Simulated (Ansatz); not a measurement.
## GaN: geometry relaxation (part 3 of 3)

The same run, continued: GaN (slab, 10 atoms in the cell); DFT PBE, scalar-relativistic, plane waves, PAW, no spin polarisation (Ansatz 0.2.0); cutoff 420 eV, 8×8×1 k-mesh, Gaussian smearing of 0.05 eV. The structure derives from a Materials Project entry. It belongs to a series of runs on one base structure; here: (1 0 0) slab, atoms relaxed.

Geometry of the input (Å; fractional positions):
```
3.2163  0.0000  0.0000
0.0000  3.2163  0.0000
0.0000  0.0000  25.2341
N  0.0000  0.5000  0.2972
Ga 0.5000  0.5000  0.3423
N  0.5000  0.0000  0.3873
Ga 0.0000  0.0000  0.4324
N  0.0000  0.5000  0.4775
Ga 0.5000  0.5000  0.5225
N  0.5000  0.0000  0.5676
Ga 0.0000  0.0000  0.6127
N  0.0000  0.5000  0.6577
Ga 0.5000  0.5000  0.7028
```

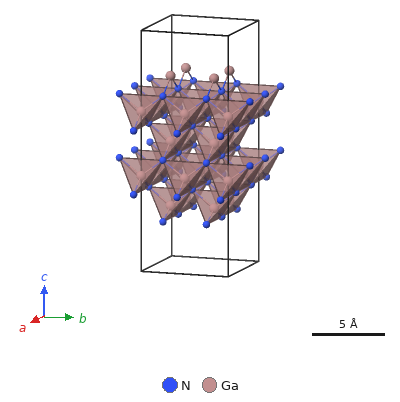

The geometry at step 3 of the log (polyhedral view of the 2 × 2 repeat of the cell, with the vacuum cut short, seen slightly off an axis; polyhedra are completed across the faces of the cell).

What the program printed, continued
```
SCF iter   1: F=—  HF=-20834.248848 eV  |F-HF|=—  |Δ(HF+E_count)|=         —  Δρ=7.72e-6  dr2=2.09e-7  ethr=2.33e-10  p=0.143 e·Å  D=9.95e-2 V/Å  ΔV_dip=-2.51 eV  dr2_dipole=4.12e-8  V_vac-E_F(+/−)=5.18/7.69 eV  ⟨swp⟩=1.0  Hψ=3400  notcnv=0
efield: sawtooth ramp at fractional position 0.9800 (handed on by an earlier solve), width 0.0400; the density the first Hamiltonian is built on has a dipole p = 0.143 e·Å; the dipole correction subtracts the counter field D = 9.95e-2 V/Å, which shifts the + side's vacuum level by -2.51 eV against the − side's; the planar-averaged density in the ramp window peaks in size at 1.1e-5 e/Å³
preconditioner: auto → LDOS  [metal: Δε(μ)=0.020 eV  Ē_g=15.270 eV  σ=0.050 eV  W_gap=0.22  n_scr=54 (ndim 8)  ℏωp=21.8 eV  f_vac=0.489  D(μ)=6.67/eV (n_scr^D=44)  β→1.0]
SCF iter   2: F=—  HF=-20834.248920 eV  |F-HF|=—  |Δ(HF+E_count)|=   7.19e-5  Δρ=1.09e-5  dr2=3.24e-7  ethr=2.32e-10  p=0.143 e·Å  D=9.95e-2 V/Å  ΔV_dip=-2.51 eV  dr2_dipole=2.91e-11  V_vac-E_F(+/−)=5.18/7.69 eV  ⟨swp⟩=2.2  Hψ=2407  notcnv=0
SCF iter   3: F=-20834.248920 eV  HF=-20834.248919 eV  |F-HF|=3.61e-8  |Δ(HF+E_count)|=   8.50e-8  Δρ=2.63e-6  dr2=3.62e-8  ethr=1.11e-10  p=0.143 e·Å  D=9.94e-2 V/Å  ΔV_dip=-2.51 eV  dr2_dipole=4.69e-9  V_vac-E_F(+/−)=5.18/7.69 eV  ⟨swp⟩=9.6  Hψ=11253  notcnv=0
SCF 6 converged in 3 iterations: F = -20834.248920 eV  dr2 = 3.62e-8
relax step   6: F+E_penalty+E_count = -20834.24891951 eV  Δ(F+E_penalty+E_count) = -1.792e-7 eV  max|allowed force component| = 1.041e-2 eV/Å  Δτ_max = 0.0000 Å  (3 SCF iters, accepted)
WARN: The output density's exchange-correlation potential varies sharply where the density is thin. Do not read a vacuum level from v_tot or v_xc, or from such a field of the output density. On a cell that repeats whose density bears no net charge and no dipole along the vacuum's axis use v_es (v_loc + v_h of the components); under efield.dipole_correction with no amplitude use v_es + v_field, which holds any external_charges[].barrier, or the levels of the report's work_function block, which leave it out; under a non-zero efield.amplitude the vacuum is tilted and has no level; on a cell that repeats and bears such a dipole with no correction it is tilted too, and efield.dipole_correction with no amplitude gives each side of its ramp a level where efield: is served; in a cell that repeats whose density bears a net charge (total_charge, or a fill off its count) it is curved and has none; of a slab under crystal.periodic whose density bears no net charge use v_es, which has a level on each side, short of where the two are joined; of another it falls or rises all the way out and has none; of a slab beside external_charges read slab_vacuum_level instead, which it has where they leave it neutral. The grid or the basis barely resolves most such structure, and the values can differ between equally converged runs; as a rule a tighter scf.convergence.dr2_threshold does not remove it. Where the density itself ripples (under the LDA too) a higher basis.ecutwfc lessens it. The files hold the spikes' plane waves up to the density's cutoff. Files: v_tot_of_output_density and the like, and their columns of v_z.tsv (output.write_potential); v_xc_of_output_density and the like, and their columns of v_comp_z.tsv (output.write_potential_components). Measured: with its Gaussian average of σ = 0.25 Å subtracted twice, the exchange-correlation potential is over 0.1 eV at 14 of the grid points where the equally averaged density (valence and model cores) is under 1e-3 e/Å³, and 0.310 eV at the most among them, at an averaged density of 2.0e-7 e/Å³. The input density's (outcome.potential() and, of a run that writes arrays, v_tot and v_xc) is over 0.1 eV, so measured, at 138 points of its own thin density, 0.191 eV at the most. See output.write_potential in the manual, Limitations
SCF converged after 3 iterations
Free energy (F): -20834.248920 eV
Harris-Foulkes:  -20834.248919 eV  (|F-HF|=3.61e-8)
Internal energy: -20834.240582 eV  (E = F + TS)
E sigma→0 (E₀):  -20834.244751 eV
Entropy (-TS):   -0.008337 eV (-0.834 meV/atom)
Fermi energy:    0.853015 eV
Dipole field:    D = 0.099369 V/Å  (p = 0.143344 e·Å, saw-weighted, corrected)
Work function:   Φ+ = 5.1837 eV   Φ− = 7.6912 eV
Levels:          The Fermi level and band energies are counted from a zero that moves with the ramp; work functions are not
--- Per-component energies (eV) ---
  E_band       = -848.231579
  E_kinetic    = 1221.017667
  E_local      = -99864.420099  (includes V_loc(G=0)·N_el)
  E_nonlocal   = 2367.868662
  E_hartree    = 49134.071572
  E_xc         = -638.635550
  E_vxc        = -662.900784  (∫ρ·V_xc dr)
  E_paw        = -10594.561203  (= ΣΔE_a)
  E_vpaw       = -2175.756588  (= ΣTr[D̂ρ^β])
  E_aug_tail   = 0.000058  (compensation charges beyond the density's cutoff)
  E_efield     = 0.007122  (sawtooth field / dipole correction)
  E_vefield    = -2.147492  (∫n·V_field dr)
  E_ewald      = 37540.411189
  E_smearing   = -0.008337  (= −TS)
  E_closure    = -0.000000  (closes the sum)
  Σ components = -20834.248920   (vs F -20834.248920, Δ=0.00e0)
--- Forces (eV/Å), atoms counted from 1 ---
  atom   1  N      0.00000000     0.00000000    -0.00096034
  atom   2  Ga     0.00000000     0.00000000     0.00160052
  atom   3  N      0.00000000     0.00000000    -0.00315076
  atom   4  Ga     0.00000000     0.00000000     0.00050599
  atom   5  N      0.00000000     0.00000000     0.01040875
  atom   6  Ga     0.00000000     0.00000000    -0.00987365
  atom   7  N      0.00000000     0.00000000     0.00272686
  atom   8  Ga     0.00000000     0.00000000     0.00479801
  atom   9  N      0.00000000     0.00000000    -0.00748155
  atom  10  Ga     0.00000000     0.00000000     0.00143476
  max |Σ_I F_I| component: 8.59e-6 eV/Å
--- Band table (eV; the first three rows and the last of 25) ---
  k-point 0: bands = ["-15.3054", "-14.9062", "-14.6684", "-14.3263", "-13.7085", "-13.5515", "-13.5116", "-13.5003", "-13.4778", "-13.4393", "-13.2937", "-13.2915", "-13.2445", "-13.0997", "-13.0376", "-13.0363", "-13.0204", "-12.9833", "-12.8464", "-12.7625", "-12.7509", "-12.6964", "-12.5673", "-12.4951", "-12.3258", "-12.2536", "-12.2018", "-12.0790", "-11.7248", "-10.5423", "-5.7051", "-4.4572", "-3.0301", "-2.1624", "-2.1010", "-1.5810", "-1.5379", "-1.4538", "-0.9227", "-0.7176", "-0.2591", "-0.0943", "0.0178", "0.4788", "0.7454", "1.4872", "2.7960", "3.6333", "4.1235", "4.8868", "5.7661", "6.3027", "6.8224", "7.2055", "7.7035"]
  k-point 1: bands = ["-15.2183", "-14.8608", "-14.6445", "-14.3055", "-13.6940", "-13.5332", "-13.5156", "-13.4986", "-13.4721", "-13.4454", "-13.2907", "-13.2809", "-13.2325", "-13.1090", "-13.0436", "-13.0352", "-12.9749", "-12.9586", "-12.8551", "-12.7608", "-12.7319", "-12.6883", "-12.5749", "-12.4475", "-12.3248", "-12.2138", "-12.1606", "-12.0862", "-11.6190", "-10.5166", "-5.5737", "-4.5879", "-3.4788", "-2.5883", "-2.2688", "-2.0401", "-1.6706", "-1.4821", "-1.0908", "-0.8655", "-0.5440", "-0.2545", "0.3549", "0.4414", "0.8346", "1.1627", "3.3270", "3.9861", "4.5525", "5.1885", "6.0219", "6.4437", "7.0490", "7.2865", "7.5461"]
  k-point 2: bands = ["-15.0170", "-14.7769", "-14.5798", "-14.2505", "-13.6564", "-13.5342", "-13.4963", "-13.4946", "-13.4601", "-13.4600", "-13.2891", "-13.2670", "-13.1706", "-13.1292", "-13.0316", "-13.0177", "-12.9126", "-12.8744", "-12.8474", "-12.7579", "-12.6884", "-12.6129", "-12.5926", "-12.3255", "-12.3225", "-12.1632", "-12.1033", "-11.9266", "-11.3959", "-10.5054", "-5.3887", "-5.1298", "-4.4535", "-3.7614", "-2.8888", "-2.6462", "-1.7033", "-1.4284", "-1.2153", "-0.7630", "-0.7264", "-0.2681", "0.3181", "0.3835", "0.6584", "0.9752", "4.0378", "4.3367", "5.0196", "5.5913", "5.8018", "6.6994", "6.7687", "7.8179", "8.1890"]
  k-point 24: bands = ["-14.6863", "-14.5965", "-14.3474", "-14.0184", "-13.5652", "-13.5329", "-13.5206", "-13.3339", "-13.3307", "-13.2555", "-13.2390", "-13.1757", "-13.1285", "-13.0733", "-12.9973", "-12.9159", "-12.8711", "-12.8083", "-12.7196", "-12.6331", "-12.5879", "-12.4024", "-12.2443", "-12.2013", "-12.0954", "-11.3612", "-11.1813", "-10.9322", "-10.6038", "-10.2262", "-5.7484", "-5.5664", "-5.2625", "-4.8921", "-4.7221", "-3.1191", "-3.0347", "-2.9835", "-2.8284", "-2.5275", "-2.4656", "-2.1969", "-1.7517", "0.0569", "0.1346", "1.2285", "2.0555", "4.2986", "4.7741", "6.1462", "6.7130", "7.1766", "7.3210", "7.4639", "8.0028"]
--- Relaxed structure (6 steps of the walk, 6 accepted, 0 SCFs on fresh bases) ---
  F+E_penalty+E_count = -20834.24891951 eV   max|allowed force component| = 1.041e-2 eV/Å
  atoms:
    - { symbol: N, position: [0.0, 0.5, 0.30277508066909686] }
    - { symbol: Ga, position: [0.5, 0.5, 0.3395033153978351] }
    - { symbol: N, position: [0.5, 0.0, 0.3877249923805075] }
    - { symbol: Ga, position: [0.0, 0.0, 0.430850579614545] }
    - { symbol: N, position: [0.0, 0.5, 0.47708335073106156] }
    - { symbol: Ga, position: [0.5, 0.5, 0.521235899379927] }
    - { symbol: N, position: [0.5, 0.0, 0.5671463288345769] }
    - { symbol: Ga, position: [0.0, 0.0, 0.6114271753346132] }
    - { symbol: N, position: [0.0, 0.5, 0.6575060668296268] }
    - { symbol: Ga, position: [0.5, 0.5, 0.7047472108282101] }
```

Trajectory as extended XYZ (Å, eV, eV/Å), 6 frames, from step=1 to step=6
```
10
Lattice="3.2163 0.0000 0.0000 0.0000 3.2163 0.0000 0.0000 0.0000 25.2341" Properties=species:S:1:pos:R:3:forces:R:3 step=1 energy=-20834.04184
N     0.0000    1.6081    7.5000    0.0000   0.0000   1.3301
Ga    1.6081    1.6081    8.6371    0.0000   0.0000  -1.7331
N     1.6081    0.0000    9.7742    0.0000   0.0000   0.6644
Ga    0.0000    0.0000   10.9114    0.0000   0.0000  -0.4486
N     0.0000    1.6081   12.0485    0.0000   0.0000   0.3161
Ga    1.6081    1.6081   13.1856    0.0000   0.0000  -0.2642
N     1.6081    0.0000   14.3227    0.0000   0.0000   0.2584
Ga    0.0000    0.0000   15.4598    0.0000   0.0000  -0.4313
N     0.0000    1.6081   16.5970    0.0000   0.0000  -0.4327
Ga    1.6081    1.6081   17.7341    0.0000   0.0000   0.7406
10
Lattice="3.2163 0.0000 0.0000 0.0000 3.2163 0.0000 0.0000 0.0000 25.2341" Properties=species:S:1:pos:R:3:forces:R:3 step=2 energy=-20834.16353
N     0.0000    1.6081    7.5462    0.0000   0.0000   0.9705
Ga    1.6081    1.6081    8.6117    0.0000   0.0000  -1.2484
N     1.6081    0.0000    9.7712    0.0000   0.0000   0.4760
Ga    0.0000    0.0000   10.8941    0.0000   0.0000  -0.3085
N     0.0000    1.6081   12.0413    0.0000   0.0000   0.2017
Ga    1.6081    1.6081   13.1714    0.0000   0.0000  -0.1721
N     1.6081    0.0000   14.3157    0.0000   0.0000   0.1549
Ga    0.0000    0.0000   15.4459    0.0000   0.0000  -0.1536
N     0.0000    1.6081   16.5984    0.0000   0.0000  -0.1754
Ga    1.6081    1.6081   17.7745    0.0000   0.0000   0.2552
10
Lattice="3.2163 0.0000 0.0000 0.0000 3.2163 0.0000 0.0000 0.0000 25.2341" Properties=species:S:1:pos:R:3:forces:R:3 step=3 energy=-20834.23995
N     0.0000    1.6081    7.6835    0.0000   0.0000  -0.3794
Ga    1.6081    1.6081    8.5666    0.0000   0.0000   0.3049
N     1.6081    0.0000    9.7844    0.0000   0.0000   0.0214
Ga    0.0000    0.0000   10.8677    0.0000   0.0000   0.0576
N     0.0000    1.6081   12.0356    0.0000   0.0000  -0.0062
Ga    1.6081    1.6081   13.1488    0.0000   0.0000   0.0160
N     1.6081    0.0000   14.3083    0.0000   0.0000   0.0011
Ga    0.0000    0.0000   15.4270    0.0000   0.0000  -0.1278
N     0.0000    1.6081   16.5794    0.0000   0.0000   0.0632
Ga    1.6081    1.6081   17.7691    0.0000   0.0000   0.0491
10
Lattice="3.2163 0.0000 0.0000 0.0000 3.2163 0.0000 0.0000 0.0000 25.2341" Properties=species:S:1:pos:R:3:forces:R:3 step=4 energy=-20834.24828
N     0.0000    1.6081    7.6529    0.0000   0.0000  -0.0985
Ga    1.6081    1.6081    8.5685    0.0000   0.0000   0.0668
N     1.6081    0.0000    9.7835    0.0000   0.0000   0.0335
Ga    0.0000    0.0000   10.8725    0.0000   0.0000  -0.0049
N     0.0000    1.6081   12.0390    0.0000   0.0000  -0.0080
Ga    1.6081    1.6081   13.1519    0.0000   0.0000   0.0058
N     1.6081    0.0000   14.3098    0.0000   0.0000   0.0021
Ga    0.0000    0.0000   15.4273    0.0000   0.0000  -0.0301
N     0.0000    1.6081   16.5861    0.0000   0.0000   0.0299
Ga    1.6081    1.6081   17.7790    0.0000   0.0000   0.0033
10
Lattice="3.2163 0.0000 0.0000 0.0000 3.2163 0.0000 0.0000 0.0000 25.2341" Properties=species:S:1:pos:R:3:forces:R:3 step=5 energy=-20834.24892
N     0.0000    1.6081    7.6402    0.0000   0.0000  -0.0011
Ga    1.6081    1.6081    8.5671    0.0000   0.0000   0.0017
N     1.6081    0.0000    9.7839    0.0000   0.0000  -0.0032
Ga    0.0000    0.0000   10.8721    0.0000   0.0000   0.0005
N     0.0000    1.6081   12.0388    0.0000   0.0000   0.0104
Ga    1.6081    1.6081   13.1529    0.0000   0.0000  -0.0099
N     1.6081    0.0000   14.3114    0.0000   0.0000   0.0028
Ga    0.0000    0.0000   15.4288    0.0000   0.0000   0.0048
N     0.0000    1.6081   16.5916    0.0000   0.0000  -0.0076
Ga    1.6081    1.6081   17.7836    0.0000   0.0000   0.0015
10
Lattice="3.2163 0.0000 0.0000 0.0000 3.2163 0.0000 0.0000 0.0000 25.2341" Properties=species:S:1:pos:R:3:forces:R:3 step=6 energy=-20834.24892
N     0.0000    1.6081    7.6402    0.0000   0.0000  -0.0010
Ga    1.6081    1.6081    8.5671    0.0000   0.0000   0.0016
N     1.6081    0.0000    9.7839    0.0000   0.0000  -0.0032
Ga    0.0000    0.0000   10.8721    0.0000   0.0000   0.0005
N     0.0000    1.6081   12.0388    0.0000   0.0000   0.0104
Ga    1.6081    1.6081   13.1529    0.0000   0.0000  -0.0099
N     1.6081    0.0000   14.3114    0.0000   0.0000   0.0027
Ga    0.0000    0.0000   15.4288    0.0000   0.0000   0.0048
N     0.0000    1.6081   16.5916    0.0000   0.0000  -0.0075
Ga    1.6081    1.6081   17.7836    0.0000   0.0000   0.0014
```

Key numbers

| quantity | value |
| --- | --- |
| outcome | converged |
| electrons treated | 90 |
| free energy | −20834.2489 eV |
| work function, top face | 5.18 eV |
| work function, bottom face | 7.69 eV |
| Fermi energy | 0.853 eV |
| gap on the k-point mesh | none (metallic) |
| final volume | 261.03 Å³ |
| work function (upper face) | 5.18 eV |
| largest force (length of the vector) at the end | 0.010 eV/Å |
| hardware | 1 thread of Intel Xeon @ 2.70GHz, 189 GiB of memory available, shared host |
| wall time | 4.4 min |
| peak memory | 0.62 GiB |

Notes

The program warns: the exchange-correlation potential is rough where the density is thin.
